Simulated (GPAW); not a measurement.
System: Nb (space group Im-3m).

Method: PAW DFT in plane waves, on a grid or in atomic orbitals, no spin polarisation; energies at scaled volumes of the given cell, shape and fractions fixed, counted from the fit's minimum, third-order Birch-Murnaghan fit (GPAW 26.7.0). All runs: no spin polarisation.

```csv
setting,value
k mesh,11×11×11
occupations,Fermi–Dirac
smearing width,0.05 eV
wave cutoff,600 eV
```

Settings that differ: r2SCAN: potentials GPAW-PAW-data-sets-(gpaw-data-1.2.1); PBEsol: potentials PAW-data-sets-made-by gpaw-setup-for-the-functional.

What does the calculation give for the pressure against volume, with one curve for each functional? The cases: r2SCAN; PBEsol.

The fitted equilibrium volumes, smallest first, are PBEsol 17.523, r2SCAN 18.091 Å³/atom. The fitted bulk moduli, smallest first, are PBEsol 181.4, r2SCAN 181.5 GPa. For r2SCAN, the pressure falls from 8.31 GPa at volume 17.32 Å³/atom to −12.03 GPa at 19.53 Å³/atom, and changes sign near 18.09 Å³/atom. For PBEsol, the pressure falls from 2.03 GPa at volume 17.32 Å³/atom to −16.43 GPa at 19.53 Å³/atom, and changes sign near 17.52 Å³/atom.

r2SCAN:
```tsv
volume (Å³/atom)	pressure (GPa)
17.32	8.31
17.69	4.14
18.06	0.28
18.43	-3.27
18.80	-6.49
19.17	-9.40
19.53	-12.03
```

PBEsol:
```tsv
volume (Å³/atom)	pressure (GPa)
17.32	2.03
17.69	-1.76
18.06	-5.25
18.43	-8.45
18.80	-11.38
19.17	-14.03
19.53	-16.43
```

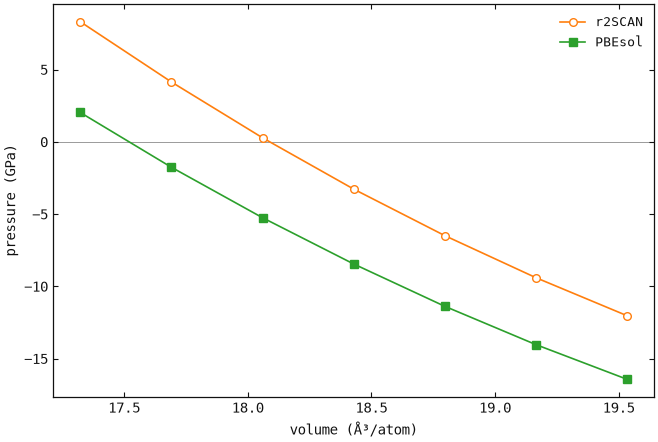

Note: the fit and the printed pressures don't fully agree, or the minimum lies near the end of the range (r2SCAN).
